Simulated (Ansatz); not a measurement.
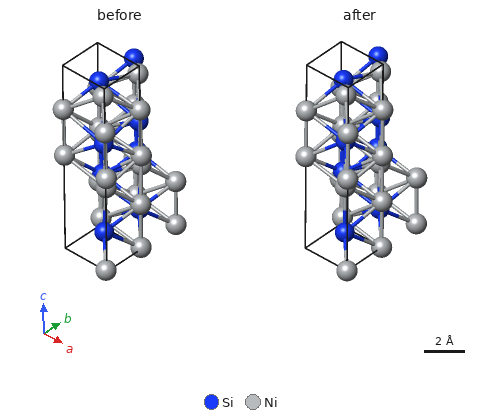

The structure of solid SiNi₂ (set up in P1) (coarse preliminary run) before (left) and after (right) a relaxation, at one scale.

The picture is a ball-and-stick view of the cell of the calculation, reduced to other axes, repeated 1 × 2 × 1 with one cell outlined, seen from a free direction. Lengths and directions refer to the drawn axes.

Level of theory: DFT PBE, scalar-relativistic, plane waves, PAW (Ansatz 0.2.0). Set-up: plane-wave cutoff 420 eV; k-point mesh 6 × 6 × 2; occupations gaussian; smearing width 0.2 eV; no spin polarisation; cell and atoms relaxed; force threshold 0.025 eV/Å; at most 60 steps.

Summarise the run.

Answer. The largest move relative to the cell is that of a Ni atom, 0.12 Å along [−1 −1 0]. By element the largest moves are Ni 0.12 Å, Si 0.11 Å. Cell: a 3.900 → 3.912 Å (+0.3 %), b unchanged at 3.912 Å, c 9.957 → 9.983 Å (+0.3 %), α 91.0° → 90.0°, β 91.4° → 90.0°, γ 119.7° → 120.0°. Volume +0.3 %. Among the contacts that change: Ni–Si 2.775 → 2.581 Å, Ni–Ni 2.396 → 2.580 Å, Ni–Si 2.754 → 2.580 Å, Ni–Si 2.409 → 2.580 Å. The space group (tolerance 0.01 Å) goes from P1 (No. 1) to P6_3/mmc (No. 194). Over 3 accepted moves (4 points after the start) the energy falls by 0.630 eV per cell of the calculation. Largest force component: 1.9 eV/Å at the start, 0.00071 eV/Å at the end. The pressure goes from 3.20 to −0.01 GPa. The SCF was repeated once at an unchanged geometry on a basis and grid sized afresh for the cell, which shifted the energy by 0.1 meV per cell of the calculation at most.

Limits of the set-up: an element that often carries a moment was run without spin polarisation.
